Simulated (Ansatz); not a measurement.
System: CsPbCl₃, space group Pm-3m (No. 221), 5 atoms in the cell.

```xyz
5
Lattice="5.6767 0.0000 0.0000 0.0000 5.6767 0.0000 0.0000 0.0000 5.6767" Properties=species:S:1:pos:R:3 pbc="T T T"
Cs    0.0000    0.0000    0.0000
Pb    2.8384    2.8384    2.8384
Cl    2.8384    2.8384    0.0000
Cl    0.0000    2.8384    2.8384
Cl    2.8384    0.0000    2.8384
```

Method: DFT, LDA, plane waves, PAW, no spin polarisation, 4×4×4 k mesh, 420 eV cutoff (Ansatz).

What will the density of states look like?

There is a gap; over the k points computed it is 1.89 eV (direct among those points). Within the window shown, the tallest peak of the filled states lies 2.3 eV under the valence-band top, at about 15 states per eV and cell.

Spin-orbit coupling is left out, which matters for Pb.

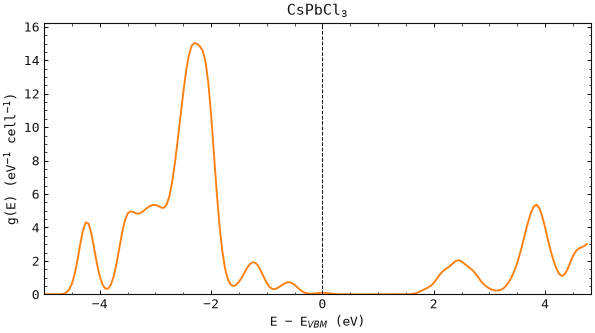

Density of states. Energies are counted from the top of the valence band. The curve is built from the levels of the k mesh with Gaussians 0.3 eV wide, which also blur the band edges.
